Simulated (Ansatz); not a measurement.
## Run report: Sr2Cl, geometry relaxation (part 1 of 2)

The run: geometry relaxation of Sr2Cl (3 atoms in the cell). Method and program: DFT PBE, scalar-relativistic, plane waves, PAW, no spin polarisation (Ansatz 0.2.0).

The structure was built on a prototype by a generator; it need not be a known phase. It belongs to a series of runs on one base structure; here: anti-CaC2 type (I4/mmm, No. 139).

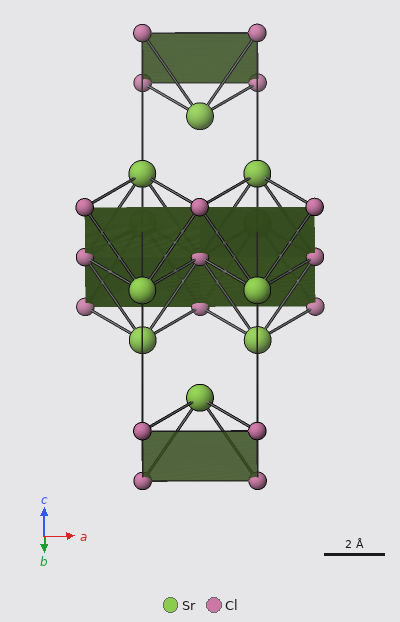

Fig. 1: The starting structure (polyhedral view of the cell 2 times as large as that of the calculation, set on its symmetry axes, seen at an oblique angle; polyhedra are completed across the faces of the cell).

### Key numbers

- outcome: converged
- space group (tolerance 0.01 Å): I4/mmm (139)
- electrons treated: 27
- free energy: −8170.8114 eV
- Fermi energy: 6.841 eV
- gap on the k-point mesh: none (metallic)
- pressure: 0.00 GPa
- final volume: 114.08 Å³
- largest force (length of the vector) at the end: 0.001 eV/Å
- final cell: a = 8.015 Å, b = 8.015 Å, c = 8.015 Å, α = 151.89°, β = 151.89°, γ = 40.17°
- hardware: 1 thread of Arm Neoverse V1, 24 GiB of memory available, shared host
- wall time: 5.5 min
- peak memory: 0.83 GiB

### Remarks

The cell holds an odd number of electrons but the run has no spin polarisation, so it comes out as a metal.

### Input file
```yaml
crystal:
  lattice:
    - [-1.9465502281, 1.9465502281, 7.477990843]
    - [1.9465502281, -1.9465502281, 7.477990843]
    - [1.9465502281, 1.9465502281, -7.477990843]
  atoms:
    - { symbol: Sr, position: [0.6463993085, 0.6463993085, 0.0] }
    - { symbol: Sr, position: [0.3536006915, 0.3536006915, 0.0] }
    - { symbol: Cl, position: [0.0, 0.0, 0.0] }
basis:
  ecutwfc: 420
kpoints:
  mp_grid: { grid: [16, 16, 16] }
hamiltonian:
  xc: pbe
scf:
  occupations: { method: gaussian, width: 0.1 }
output:
  forces: true
  stress: true
  eigenvalues: true
  write_density: true
  write_potential: true
  elf: true
  volumetric_format: npy
relax:
  adjacent_minimum: "off"
  f_tol: 0.01
  max_steps: 80
  cell: { stress_tol: 0.05 }
```

Command:
```bash
ansatz run input.yaml --threads 1 --pin off --max-ram 2560MiB --backend cpu --events-out ev --progress --plain --runs-dir out
```

### Output
```
basis.fft_grid_basis auto: the FFT boxes are laid along the combinations [[1, -1, 0], [0, 1, 0], [1, 0, 1]] of the cell's own vectors, 5.506, 7.969 and 3.893 Å long. The dense box has 40×54×27 points. Along the cell's own vectors, as sized, it would have 54×54×54, 2.70 times as many. Of the 16 symmetry operations that the crystal satisfies within crystal.symmetry.tolerance (time reversal apart; of a slab, those that keep its plane) the dense box along the cell's own vectors carries 16, and the one as laid loses 14 of those. basis.fft_grid_basis: typed keeps the cell's own vectors: state it where this run's energies or levels are differenced outside the engine with another run's, or held beside a run that keeps those vectors. Those combinations have planes normal to reciprocal vector 3, as the cell's own vectors have. Each planar average written beside output.write_density, output.write_potential has a row for each plane of the box: 27. The volumetric files lie along those combinations, not along the cell's own vectors: a cube or XSF file states them, and fields.json those of NumPy files.
Engine: ansatz 0.2.0, aarch64-unknown-linux-gnu
Pseudopotentials: kind: paw
Pseudopotential: Sr, paw, valence charge 10, recommended cutoff 420 eV (normal), Sr.paw.azcp
Pseudopotential: Cl, paw, valence charge 7, recommended cutoff 420 eV (normal), Cl.paw.azcp
Functional definition: PBE
  parameter kappa = 0.804
  parameter beta = 0.06672455060314922
  exchange = pbe_x(kappa = kappa, mu = beta*pi^2/3)
  correlation = pbe_c(beta = beta)
Crystal: 3 atoms, lattice volume = 113.338 Å³
Basis set: ecut = 420 eV, 2213 PW (Γ), FFT grids on a1−a2, a2, a1+a3, exchange–correlation on 80×108×54 points (8 copies of the dense FFT grid, shifted against one another)
Bands: 18, of which v1, the nominal top of the filled ones, is band 14 counted from 1 (13 counted from 0)
Symmetry: 16 space group operations
Space group: I4/mmm (ITA 139), of the structure as read, at distance tolerance 4.8e-5 Å
k-points: 349 of 4096
Non-local potential: Sr, projectors of the file, l = 0: 3, l = 1: 2, l = 2: 2
Non-local potential: Cl, projectors of the file, l = 0: 2, l = 1: 2, l = 2: 2
PAW form: soft (Blöchl's): semilocal exchange-correlation on the pseudo side does not see the compensation charge
PAW one-centre angular grid: Sr, 110 points (default); XC on 64 Gauss nodes
PAW one-centre angular grid: Cl, 110 points (default); XC on 64 Gauss nodes
Initial density: superposition of atomic densities (neutral atoms: chi_scale 0, normalization atom), corrected by the library's trained network
Initial wavefunctions: pseudopotential atomic-orbital guess
Functional: x = pbe(κ = 0.804, μ = 0.2195149727645171), c = pbe(β = 0.06672455060314922)
SCF iter   1: F=—  HF=-8170.828851 eV  |F-HF|=—  |Δ(HF+E_count)|=         —  Δρ=3.40e-3  dr2=8.60e-2  ethr=1.77e-3  ⟨swp⟩=10.2  Hψ=42567  notcnv=0
preconditioner: auto → Kerker (q_TF=auto, 2.148 Å⁻¹)  [metal: Δε(μ)=0.008 eV  Ē_g=5.282 eV  σ=0.100 eV  W_gap=0.05  n_scr=20 (ndim 8)  ℏωp=10.5 eV  f_vac=0.000  D(μ)=2.43/eV (n_scr^D=12)]
SCF iter   2: F=—  HF=-8170.821630 eV  |F-HF|=—  |Δ(HF+E_count)|=   7.22e-3  Δρ=2.14e-3  dr2=4.61e-2  ethr=3.18e-4  ⟨swp⟩=1.1  Hψ=9161  notcnv=0  defer=1
SCF iter   3: F=—  HF=-8170.812605 eV  |F-HF|=—  |Δ(HF+E_count)|=   9.02e-3  Δρ=7.82e-4  dr2=7.26e-3  ethr=1.71e-4  ⟨swp⟩=2.0  Hψ=6780  notcnv=0  defer=2
SCF iter   4: F=—  HF=-8170.810883 eV  |F-HF|=—  |Δ(HF+E_count)|=   1.72e-3  Δρ=4.25e-4  dr2=6.28e-4  ethr=2.69e-5  ⟨swp⟩=2.2  Hψ=8513  notcnv=0  defer=16
SCF iter   5: F=—  HF=-8170.810837 eV  |F-HF|=—  |Δ(HF+E_count)|=   4.64e-5  Δρ=9.86e-5  dr2=1.83e-5  ethr=2.33e-6  ⟨swp⟩=2.3  Hψ=10952  notcnv=0  defer=24
SCF iter   6: F=—  HF=-8170.810844 eV  |F-HF|=—  |Δ(HF+E_count)|=   7.04e-6  Δρ=2.35e-5  dr2=8.74e-7  ethr=6.80e-8  ⟨swp⟩=2.4  Hψ=9667  notcnv=0  defer=24
SCF iter   7: F=—  HF=-8170.810845 eV  |F-HF|=—  |Δ(HF+E_count)|=   1.26e-6  Δρ=7.58e-6  dr2=1.21e-7  ethr=3.70e-10  ⟨swp⟩=14.4  Hψ=58676  notcnv=0
SCF iter   8: F=-8170.810845 eV  HF=-8170.810845 eV  |F-HF|=8.58e-9  |Δ(HF+E_count)|=   1.72e-7  Δρ=2.49e-6  dr2=1.45e-8  ethr=3.70e-10  ⟨swp⟩=10.8  Hψ=47566  notcnv=0
SCF 1 converged in 8 iterations: F = -8170.810845 eV  dr2 = 1.45e-8
  greatest PAW one-centre occupation: 0.988 electrons in one spin orbital (limit 2), on the Sr atom at site 1 (counted from 0), in its partial waves of l = 0
relax step   1: F+E_penalty+E_count = -8170.81084531 eV  Δ(F+E_penalty+E_count) = +0.000e0 eV  max|allowed force component| = 4.556e-3 eV/Å  Δτ_max = 0.0000 Å  P = +0.112 GPa  Ω = 113.338 Å³  (8 SCF iters, dr2 threshold 1.00e-7 eV, accepted)
Crystal: 3 atoms, lattice volume = 113.702 Å³
Initial density: handed on by an earlier stage of this run
Initial wavefunctions: those handed on with the density
iter 1 solved again at ethr=2.51e-6 eV; its pass at ethr=3.10e-3 eV (dr2=6.78e-4 eV) is discarded
SCF iter   1: F=—  HF=-8170.811421 eV  |F-HF|=—  |Δ(HF+E_count)|=         —  Δρ=3.18e-4  dr2=6.42e-4  ethr=2.51e-6  ⟨swp⟩=2.5  Hψ=42314  notcnv=0
preconditioner: auto → Kerker (q_TF=auto, 2.147 Å⁻¹)  [metal: Δε(μ)=0.005 eV  Ē_g=5.427 eV  σ=0.100 eV  W_gap=0.03  n_scr=20 (ndim 8)  ℏωp=10.4 eV  f_vac=0.000  D(μ)=2.57/eV (n_scr^D=12)]
SCF iter   2: F=—  HF=-8170.811339 eV  |F-HF|=—  |Δ(HF+E_count)|=   8.23e-5  Δρ=1.80e-4  dr2=2.93e-4  ethr=2.38e-6  ⟨swp⟩=1.0  Hψ=6282  notcnv=0
SCF iter   3: F=—  HF=-8170.811270 eV  |F-HF|=—  |Δ(HF+E_count)|=   6.90e-5  Δρ=9.53e-5  dr2=7.34e-5  ethr=1.08e-6  ⟨swp⟩=1.8  Hψ=6657  notcnv=0
SCF iter   4: F=—  HF=-8170.811249 eV  |F-HF|=—  |Δ(HF+E_count)|=   2.06e-5  Δρ=4.39e-5  dr2=6.68e-6  ethr=2.72e-7  ⟨swp⟩=2.0  Hψ=7873  notcnv=0
SCF iter   5: F=—  HF=-8170.811248 eV  |F-HF|=—  |Δ(HF+E_count)|=   1.47e-6  Δρ=1.31e-5  dr2=4.95e-7  ethr=2.47e-8  ⟨swp⟩=2.0  Hψ=9009  notcnv=0
SCF iter   6: F=-8170.811248 eV  HF=-8170.811248 eV  |F-HF|=5.12e-9  |Δ(HF+E_count)|=   2.29e-8  Δρ=5.16e-6  dr2=6.05e-8  ethr=5.09e-10  ⟨swp⟩=11.8  Hψ=52235  notcnv=0
SCF 2 converged in 6 iterations: F = -8170.811248 eV  dr2 = 6.05e-8
relax step   2: F+E_penalty+E_count = -8170.81124768 eV  Δ(F+E_penalty+E_count) = -4.024e-4 eV  max|allowed force component| = 7.716e-3 eV/Å  Δτ_max = 0.0001 Å  P = +0.056 GPa  Ω = 113.702 Å³  energy of the carried Pulay correction = -4.831e-6 eV  (6 SCF iters, dr2 threshold 1.37e-7 eV, accepted)
Crystal: 3 atoms, lattice volume = 114.116 Å³
iter 1 solved again at ethr=2.13e-6 eV; its pass at ethr=3.10e-3 eV (dr2=5.76e-4 eV) is discarded
SCF iter   1: F=—  HF=-8170.811464 eV  |F-HF|=—  |Δ(HF+E_count)|=         —  Δρ=4.31e-4  dr2=5.07e-4  ethr=2.13e-6  ⟨swp⟩=3.0  Hψ=46503  notcnv=0
preconditioner: auto → Kerker (q_TF=auto, 2.146 Å⁻¹)  [metal: Δε(μ)=0.009 eV  Ē_g=5.408 eV  σ=0.100 eV  W_gap=0.05  n_scr=20 (ndim 8)  ℏωp=10.4 eV  f_vac=0.000  D(μ)=2.56/eV (n_scr^D=12)]
SCF iter   2: F=—  HF=-8170.811371 eV  |F-HF|=—  |Δ(HF+E_count)|=   9.24e-5  Δρ=2.41e-4  dr2=2.00e-4  ethr=1.88e-6  ⟨swp⟩=1.7  Hψ=6750  notcnv=0
SCF iter   3: F=—  HF=-8170.811324 eV  |F-HF|=—  |Δ(HF+E_count)|=   4.73e-5  Δρ=7.66e-5  dr2=3.95e-5  ethr=7.41e-7  ⟨swp⟩=2.0  Hψ=7090  notcnv=0
SCF iter   4: F=—  HF=-8170.811315 eV  |F-HF|=—  |Δ(HF+E_count)|=   9.22e-6  Δρ=3.02e-5  dr2=4.96e-6  ethr=1.46e-7  ⟨swp⟩=2.1  Hψ=7838  notcnv=0
SCF iter   5: F=—  HF=-8170.811311 eV  |F-HF|=—  |Δ(HF+E_count)|=   3.71e-6  Δρ=9.20e-6  dr2=2.86e-7  ethr=1.84e-8  ⟨swp⟩=2.4  Hψ=8346  notcnv=0
SCF iter   6: F=-8170.811311 eV  HF=-8170.811311 eV  |F-HF|=9.57e-9  |Δ(HF+E_count)|=   1.91e-8  Δρ=2.78e-6  dr2=2.03e-8  ethr=1.21e-10  ⟨swp⟩=9.2  Hψ=50792  notcnv=0
SCF 3 converged in 6 iterations: F = -8170.811311 eV  dr2 = 2.03e-8
relax step   3: F+E_penalty+E_count = -8170.81131093 eV  Δ(F+E_penalty+E_count) = -6.325e-5 eV  max|allowed force component| = 2.005e-2 eV/Å  Δτ_max = 0.0061 Å  P = +0.008 GPa  Ω = 114.116 Å³  energy of the carried Pulay correction = -1.035e-5 eV  (6 SCF iters, dr2 threshold 3.26e-8 eV, accepted)
Crystal: 3 atoms, lattice volume = 114.081 Å³
iter 1 solved again at ethr=2.15e-7 eV; its pass at ethr=3.10e-3 eV (dr2=5.81e-5 eV) is discarded
SCF iter   1: F=—  HF=-8170.811419 eV  |F-HF|=—  |Δ(HF+E_count)|=         —  Δρ=1.83e-4  dr2=8.70e-5  ethr=2.15e-7  ⟨swp⟩=3.6  Hψ=45243  notcnv=0
preconditioner: auto → Kerker (q_TF=auto, 2.146 Å⁻¹)  [metal: Δε(μ)=0.008 eV  Ē_g=5.396 eV  σ=0.100 eV  W_gap=0.05  n_scr=20 (ndim 8)  ℏωp=10.4 eV  f_vac=0.000  D(μ)=2.57/eV (n_scr^D=12)]
SCF iter   2: F=—  HF=-8170.811402 eV  |F-HF|=—  |Δ(HF+E_count)|=   1.66e-5  Δρ=1.07e-4  dr2=3.52e-5  ethr=2.15e-7  ⟨swp⟩=1.6  Hψ=8280  notcnv=0
SCF iter   3: F=—  HF=-8170.811397 eV  |F-HF|=—  |Δ(HF+E_count)|=   5.01e-6  Δρ=2.17e-5  dr2=1.84e-6  ethr=1.30e-7  ⟨swp⟩=2.5  Hψ=9897  notcnv=0
SCF iter   4: F=—  HF=-8170.811392 eV  |F-HF|=—  |Δ(HF+E_count)|=   4.76e-6  Δρ=6.60e-6  dr2=3.01e-7  ethr=6.81e-9  ⟨swp⟩=2.0  Hψ=8312  notcnv=0
SCF iter   5: F=—  HF=-8170.811392 eV  |F-HF|=—  |Δ(HF+E_count)|=   4.65e-8  Δρ=3.51e-6  dr2=6.30e-8  ethr=1.11e-9  ⟨swp⟩=2.0  Hψ=7060  notcnv=0
SCF iter   6: F=-8170.811392 eV  HF=-8170.811392 eV  |F-HF|=1.92e-9  |Δ(HF+E_count)|=   8.18e-9  Δρ=1.34e-6  dr2=7.12e-9  ethr=9.30e-11  ⟨swp⟩=10.5  Hψ=46450  notcnv=0
SCF 4 converged in 6 iterations: F = -8170.811392 eV  dr2 = 7.12e-9
relax step   4: F+E_penalty+E_count = -8170.81139228 eV  Δ(F+E_penalty+E_count) = -8.135e-5 eV  max|allowed force component| = 7.125e-4 eV/Å  Δτ_max = 0.0039 Å  P = +0.004 GPa  Ω = 114.081 Å³  energy of the carried Pulay correction = -9.871e-6 eV  (6 SCF iters, dr2 threshold 2.51e-8 eV, accepted)
Initial wavefunctions: pseudopotential atomic-orbital guess (no wavefunctions were taken with the density)
iter 1 solved again at ethr=6.40e-7 eV; its pass at ethr=3.10e-3 eV (dr2=1.73e-4 eV) is discarded
SCF iter   1: F=—  HF=-8170.811404 eV  |F-HF|=—  |Δ(HF+E_count)|=         —  Δρ=6.27e-6  dr2=1.30e-8  ethr=6.40e-7  ⟨swp⟩=3.5  Hψ=61901  notcnv=0
eigensolver tolerance schedule: the retry pair's looser diagonalisation over-reported the residual by 13288.01 of it (diagonalisation noise at an unbounded share of the residual, at the tolerance the schedule requests for it); recorded, not acted on — ethr = c·dr2/N_el stays at c = 1.0e-1
preconditioner: auto → Kerker (q_TF=auto, 2.146 Å⁻¹)  [metal: Δε(μ)=0.009 eV  Ē_g=5.398 eV  σ=0.100 eV  W_gap=0.05  n_scr=20 (ndim 8)  ℏωp=10.4 eV  f_vac=0.000  D(μ)=2.56/eV (n_scr^D=12)]
SCF iter   2: F=—  HF=-8170.811403 eV  |F-HF|=—  |Δ(HF+E_count)|=   1.69e-6  Δρ=3.37e-6  dr2=5.01e-9  ethr=4.81e-11  ⟨swp⟩=3.7  Hψ=16479  notcnv=0
SCF iter   3: F=—  HF=-8170.811403 eV  |F-HF|=—  |Δ(HF+E_count)|=   1.32e-7  Δρ=1.20e-6  dr2=2.41e-9  ethr=1.86e-11  ⟨swp⟩=1.8  Hψ=9074  notcnv=0
SCF iter   4: F=—  HF=-8170.811403 eV  |F-HF|=—  |Δ(HF+E_count)|=   1.09e-8  Δρ=6.19e-7  dr2=7.39e-10  ethr=8.94e-12  ⟨swp⟩=2.5  Hψ=9778  notcnv=0
SCF iter   5: F=—  HF=-8170.811403 eV  |F-HF|=—  |Δ(HF+E_count)|=   2.50e-9  Δρ=2.65e-7  dr2=1.56e-10  ethr=2.74e-12  ⟨swp⟩=2.6  Hψ=9579  notcnv=0
SCF iter   6: F=-8170.811403 eV  HF=-8170.811403 eV  |F-HF|=7.28e-12  |Δ(HF+E_count)|=  2.36e-11  Δρ=8.77e-8  dr2=1.87e-11  ethr=1.00e-12  ⟨swp⟩=6.1  Hψ=35699  notcnv=0
SCF 5 converged in 6 iterations: F = -8170.811403 eV  dr2 = 1.87e-11
relax step   5: F+E_penalty+E_count = -8170.81140270 eV  Δ(F+E_penalty+E_count) = -1.042e-5 eV  max|allowed force component| = 6.906e-4 eV/Å  Δτ_max = 0.0000 Å  P = +0.005 GPa  Ω = 114.081 Å³  stress off target by 6.74e-3 GPa  SCF on the basis re-selected at this cell (its energy is not comparable with the rows above)  (6 SCF iters)
```

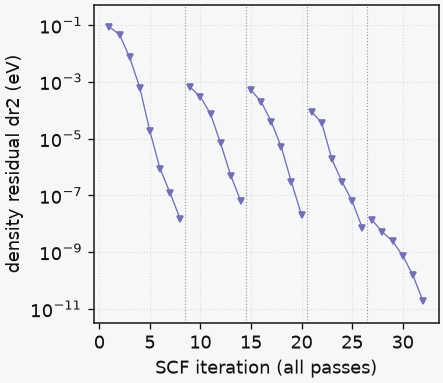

Fig. 2: Convergence of the self-consistent field: density residual dr2 against the SCF iteration. The dotted lines part the SCF passes of the relaxation: geometry steps, rejected trials and re-solves on a re-selected basis. The 5 passes take 6 to 8 iterations each, 32 in all.
